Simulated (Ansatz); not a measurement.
Geometry relaxation of TiSi₂ (part 2 of 2)

Continued. System: TiSi₂ (Fddd, 6 atoms in the cell). Method: DFT r2SCAN, scalar-relativistic, plane waves, PAW, no spin polarisation (Ansatz 0.2.0); cutoff 500 eV, 10×10×10 k-mesh, Gaussian smearing of 0.1 eV. The structure derives from an entry of the Crystallography Open Database. It belongs to a series of runs on one base structure; here: volume × 0.97, shape and atoms relaxed.

Geometry of the input (Å; fractional positions):
```
0.0000  4.0744  4.2151
2.3662  0.0000  4.2151
2.3662  4.0744  0.0000
Ti 0.7500  0.7500  0.7500
Ti 0.5000  0.5000  0.5000
Si 0.0873  0.4127  0.0873
Si 0.4127  0.0873  0.4127
Si 0.1627  0.8373  0.1627
Si 0.8373  0.1627  0.8373
```

```
basis re-selected at this cell: Δ(F+E_penalty+E_count) = +1.617e-6 eV, ΔP = -0.000 GPa vs the last step (what re-selecting the basis moved, of the pressure what is left beyond the Pulay correction that the steps carried, after the strain that the cell walked since its last selection, with what the two solves' SCF thresholds leave and, on support functions, any second-order correction that the steps lacked; it is no measure of the basis error at this ecutwfc). This SCF's stress stands 4.03e-2 GPa from its target on what of the cell is left free (relax.cell.stress_tol is 1.00e-1 GPa) and its largest allowed force component is 2.54e-3 eV/Å (relax.f_tol is 1.00e-2 eV/Å): within both
SCF converged after 4 iterations
Free energy (F): -7568.149584 eV
Harris-Foulkes:  -7568.149584 eV  (|F-HF|=2.50e-9)
Internal energy: -7568.139526 eV  (E = F + TS)
E sigma→0 (E₀):  -7568.144555 eV
Entropy (-TS):   -0.010058 eV (-1.676 meV/atom)
Fermi energy:    13.140463 eV
--- Per-component energies (eV) ---
  E_band       = -226.405359
  E_kinetic    = 725.210275
  E_local      = -1981.255621  (includes V_loc(G=0)·N_el)
  E_nonlocal   = 112.048264
  E_hartree    = 870.694165
  E_xc         = -401.180190
  E_vxc        = -479.301416  (∫ρ·V_xc dr)
  E_paw        = -4192.031119  (= ΣΔE_a)
  E_vpaw       = -371.596015  (= ΣTr[D̂ρ^β])
  E_aug_tail   = 0.000193  (compensation charges beyond the density's cutoff)
  E_vtau       = 27.100704  (kinetic-family band-sum trace: ∫τ·v_τ [+ j·A + Jᵃ·Aᵃ] dr)
  E_ewald      = -2700.812847
  E_core_change = -0.812646  (= ΣΔE_core)
  E_smearing   = -0.010058  (= −TS)
  E_closure    = 0.000000  (closes the sum)
  Σ components = -7568.149584   (vs F -7568.149584, Δ=0.00e0)
--- Forces (eV/Å), atoms counted from 1 ---
  atom   1  Ti    -0.00000000     0.00000000     0.00000000
  atom   2  Ti     0.00000000    -0.00000000     0.00000000
  atom   3  Si     0.00000000    -0.00254382     0.00000000
  atom   4  Si     0.00000000     0.00254382     0.00000000
  atom   5  Si     0.00000000     0.00254382     0.00000000
  atom   6  Si     0.00000000    -0.00254382     0.00000000
  max |Σ_I F_I| component: 0.00e0 eV/Å
--- Stress (GPa, compression-positive) ---
        4.821969       0.000000      -0.000000
        0.000000       4.769223      -0.000000
       -0.000000      -0.000000       4.753706
  P = ⅓ Tr σ = 4.7816 GPa (47.816 kbar)
--- Band table (eV; the first three rows and the last of 171) ---
  k-point 0: bands = ["-45.4027", "-45.3678", "-20.7631", "-20.7333", "-20.6549", "-20.6381", "-20.6126", "-20.6005", "-0.4516", "5.9909", "7.1932", "7.2058", "7.6063", "8.9662", "9.2583", "10.2974", "10.6263", "10.8346", "11.1184", "11.5587", "12.1169", "15.4764", "16.6265", "16.8793", "16.9564", "17.0262"]
  k-point 1: bands = ["-45.4021", "-45.3684", "-20.7624", "-20.7333", "-20.6578", "-20.6381", "-20.6123", "-20.6007", "-0.3364", "5.8168", "6.5234", "7.2050", "7.9753", "9.0654", "9.3146", "10.2691", "10.5525", "10.8043", "11.5612", "11.6176", "12.0916", "15.3582", "16.5841", "16.6318", "16.8608", "17.0348"]
  k-point 2: bands = ["-45.4002", "-45.3702", "-20.7616", "-20.7322", "-20.6660", "-20.6376", "-20.6122", "-20.6002", "0.0021", "5.3969", "5.6340", "7.1798", "7.9735", "8.9008", "9.8525", "9.8918", "11.0165", "11.1576", "11.8207", "11.8701", "12.3552", "15.0218", "16.2361", "16.3376", "16.5025", "16.5959"]
  k-point 170: bands = ["-45.3851", "-45.3851", "-20.7090", "-20.7090", "-20.6939", "-20.6939", "-20.6053", "-20.6053", "1.6382", "1.6382", "7.7240", "7.7240", "8.0019", "8.0019", "9.8936", "9.8936", "11.3633", "11.3633", "12.0220", "12.0220", "13.9612", "13.9612", "16.6866", "16.6866", "16.9279", "16.9279"]
--- Relaxed structure (3 steps of the walk, 3 accepted, 1 SCFs on fresh bases) ---
  F+E_penalty+E_count = -7568.14958353 eV   max|allowed force component| = 2.544e-3 eV/Å   (the final SCF, on the basis selected at the relaxed cell)
  cell:  # Å, volume = 81.2742 Å³
    - [2.8001386610098258e-33, 4.0660142868932825, 4.225660044173006]
    - [2.3651541768401376, 1.0347251900840004e-19, 4.225660044173006]
    - [2.3651541768401376, 4.0660142868932825, 1.0001889813345767e-19]
  atoms:
    - { symbol: Ti, position: [0.7500000000000001, 0.7500000000000001, 0.7499999999999999] }
    - { symbol: Ti, position: [0.5, 0.5, 0.5] }
    - { symbol: Si, position: [0.08710684521023343, 0.41289315478976657, 0.08710684521023343] }
    - { symbol: Si, position: [0.4128931547897665, 0.08710684521023349, 0.4128931547897665] }
    - { symbol: Si, position: [0.16289315478976663, 0.8371068452102334, 0.16289315478976663] }
    - { symbol: Si, position: [0.8371068452102336, 0.1628931547897664, 0.8371068452102337] }
```

## Trajectory as extended XYZ (Å, eV, eV/Å), 4 frames, from step=1 to step=4
```
6
Lattice="0.0000 4.0744 4.2151 2.3662 0.0000 4.2151 2.3662 4.0744 0.0000" Properties=species:S:1:pos:R:3:forces:R:3 step=1 energy=-7568.14843 pressure_GPa=4.93
Ti    3.5493    6.1116    6.3226    0.0000   0.0000   0.0000
Ti    2.3662    4.0744    4.2151    0.0000   0.0000   0.0000
Si    1.1831    0.7116    2.1075    0.0000  -0.0203   0.0000
Si    1.1831    3.3628    2.1075    0.0000   0.0203   0.0000
Si    2.3662    1.3256    4.2151    0.0000   0.0203   0.0000
Si    2.3662    6.8232    4.2151    0.0000  -0.0203   0.0000
6
Lattice="0.0000 4.0625 4.2273 2.3663 0.0000 4.2273 2.3663 4.0625 0.0000" Properties=species:S:1:pos:R:3:forces:R:3 step=2 energy=-7568.14949 pressure_GPa=4.75
Ti    3.5494    6.0937    6.3410    0.0000   0.0000   0.0000
Ti    2.3663    4.0625    4.2273    0.0000   0.0000   0.0000
Si    1.1831    0.7078    2.1137    0.0000  -0.0028   0.0000
Si    1.1831    3.3547    2.1137    0.0000   0.0028   0.0000
Si    2.3663    1.3234    4.2273    0.0000   0.0028   0.0000
Si    2.3663    6.8015    4.2273    0.0000  -0.0028   0.0000
6
Lattice="0.0000 4.0660 4.2257 2.3652 0.0000 4.2257 2.3652 4.0660 0.0000" Properties=species:S:1:pos:R:3:forces:R:3 step=3 energy=-7568.14959 pressure_GPa=4.78
Ti    3.5477    6.0990    6.3385    0.0000   0.0000   0.0000
Ti    2.3652    4.0660    4.2257    0.0000   0.0000   0.0000
Si    1.1826    0.7084    2.1128    0.0000  -0.0025   0.0000
Si    1.1826    3.3577    2.1128    0.0000   0.0025   0.0000
Si    2.3652    1.3247    4.2257    0.0000   0.0025   0.0000
Si    2.3652    6.8074    4.2257    0.0000  -0.0025   0.0000
6
Lattice="0.0000 4.0660 4.2257 2.3652 0.0000 4.2257 2.3652 4.0660 0.0000" Properties=species:S:1:pos:R:3:forces:R:3 step=4 energy=-7568.14958 pressure_GPa=4.78
Ti    3.5477    6.0990    6.3385    0.0000   0.0000   0.0000
Ti    2.3652    4.0660    4.2257    0.0000   0.0000   0.0000
Si    1.1826    0.7084    2.1128    0.0000  -0.0025   0.0000
Si    1.1826    3.3577    2.1128    0.0000   0.0025   0.0000
Si    2.3652    1.3247    4.2257    0.0000   0.0025   0.0000
Si    2.3652    6.8074    4.2257    0.0000  -0.0025   0.0000
```

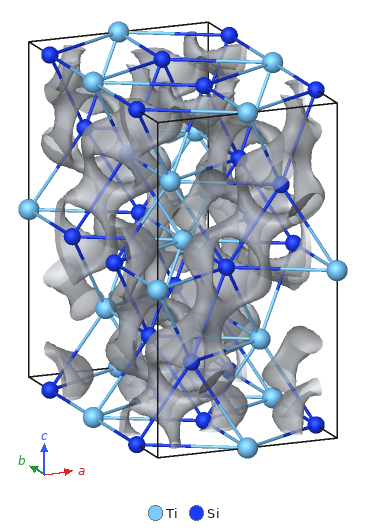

*Isosurface of the electron localisation function at 0.7 (grey), seen slightly off an axis. Only the valence region is drawn (cores and ρ < 0.01 e/Å³ removed). Sticks mark near contacts. The outline is the cell set on symmetry axes.*

Values along the shortest contacts: Si–Si (2.50 Å): the ELF peaks at about 0.80 between the atoms (a shared electron pair). Ti–Si (2.52 Å): the ELF is about 0.40 at the midpoint. The fields are those of the smooth PAW valence density.

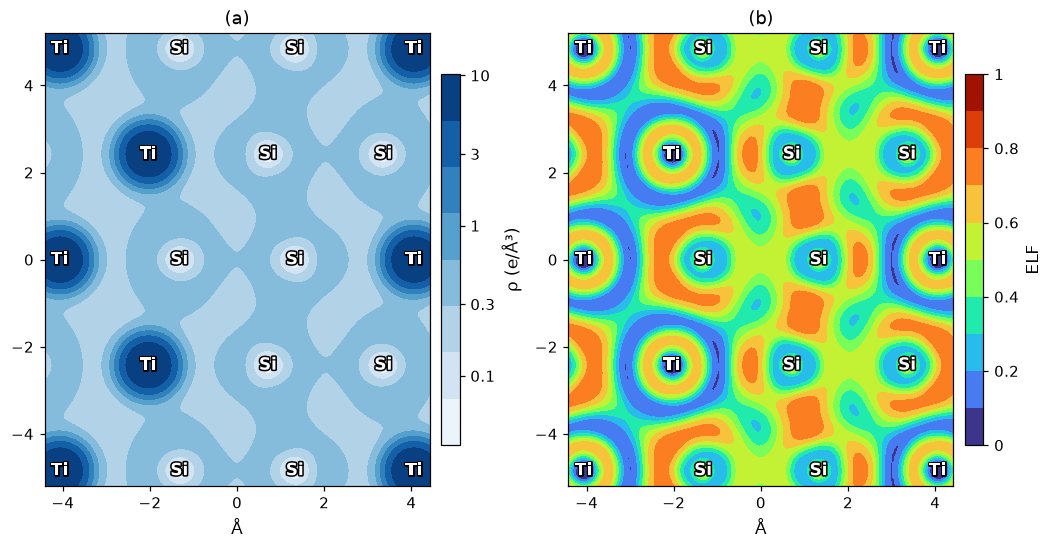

*(a) valence electron density; (b) electron localisation function on the (101) plane of the conventional cell.*

The plane passes through Ti and Si nuclei. Ti–Si (2.52 Å): the density is about 0.34 e/Å³ at the midpoint; the ELF is about 0.40 at the midpoint. Away from the nuclei the density in this plane falls to 0.19 e/Å³ at its lowest. The strong features right at Ti lie inside the PAW spheres (semicore, d or f shells) and say nothing about bonding.
